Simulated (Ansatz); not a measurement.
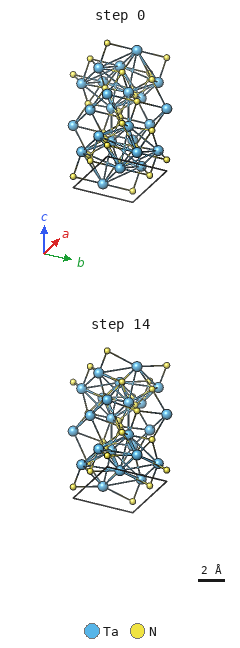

The structure of a slab of composition TaN (cut from the P6/mmm phase) before (top) and after (bottom) a relaxation, at one scale.

A ball-and-stick model of the 2 × 1 repeat of the cell, outlined in the plane, without the vacuum, seen from a free direction.

Case: (1 0 0) slab, atoms relaxed. The slab is the (1 0 0) face of TaN.

All numbers below come from Ansatz, DFT PBE, scalar-relativistic, plane waves, PAW. Set-up: plane-wave cutoff 420 eV; k-point mesh 12 × 7 × 1; occupations gaussian; smearing width 0.1 eV; no spin polarisation; dipole correction; atoms relaxed in a fixed cell; force threshold 0.02 eV/Å; at most 60 steps.

Summarise the run.

The run was cut off at its time limit before the relaxation converged, so the last structure is only a point on the way. A Ta atom moves most relative to the layer's centre: 0.65 Å along the normal (−c). By element the largest moves are Ta 0.65 Å, N 0.13 Å. The cell doesn't change. Some distances before and after: Ta–Ta 3.372 → 3.973 Å, Ta–Ta 3.372 → 2.893 Å, N–Ta 2.632 → 2.153 Å, Ta–Ta 3.372 → 3.054 Å. Among the angles between lasting bonds that change: Ta–N–Ta 180.0° → 147.7°, Ta–N–Ta 180.0° → 150.0°, Ta–N–Ta 180.0° → 165.7°. The energy falls by 2.222 eV per cell of the calculation in 13 accepted moves (14 points after the start). Largest force component: 2.2 eV/Å at the start, 1.2 eV/Å at the end. The line search rejected the trial step at point 9 of the run.
